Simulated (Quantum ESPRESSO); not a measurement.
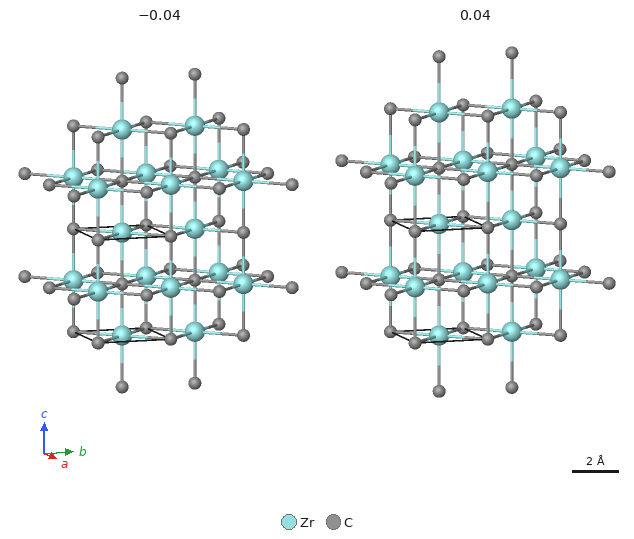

A crystal of ZrC (set up in I4/mmm), held at several strains, with the atoms relaxed (per unit of the tabulated number the cell is strained by 1.0 along c). The picture shows the first and the last member. The picture is a ball-and-stick view of the conventional cell (2 times the calculation's cell), repeated 1 × 2 × 2 with one cell outlined, seen slightly off an axis. Lengths and directions refer to the drawn axes.

Computed with Quantum ESPRESSO 7.5: PBEsol, GBRV 1.5 PBEsol. Set-up: plane-wave cutoff 612.3 eV; k-point mesh 10 × 10 × 10; occupations fermi-dirac; smearing width 0.05 eV; no spin polarisation.

```json
{"strain": "−0.04", "energy (meV/atom)": "3.76"}
{"strain": "−0.02", "energy (meV/atom)": "−6.67"}
{"strain": "−0.01", "energy (meV/atom)": "?"}
{"strain": "0", "energy (meV/atom)": "0.00"}
{"strain": "0.01", "energy (meV/atom)": "8.71"}
{"strain": "0.02", "energy (meV/atom)": "20.51"}
{"strain": "0.04", "energy (meV/atom)": "51.97"}
```

Q: Estimate the missing row from the others, and compare with the calculation.

A: A parabola through three neighbouring rows (−0.02, 0, 0.01) gives, with Lagrange weights, (0.3333)(−6.67) + (1.0000)(0.00) + (−0.3333)(8.71) = −5.13 meV/atom. The calculation gives −5.25 meV/atom. The estimate is 0.12 meV/atom too high. The lowest tabulated energy lies at −0.02, so the unstrained cell isn't a minimum along this strain at this level. From the first member to the last: C–Zr 2.270 → 2.460 Å, Zr–Zr 3.278 → 3.412 Å.

The whole series:

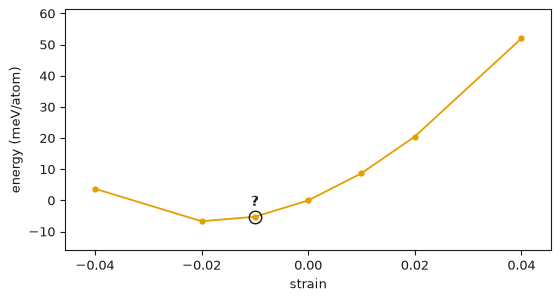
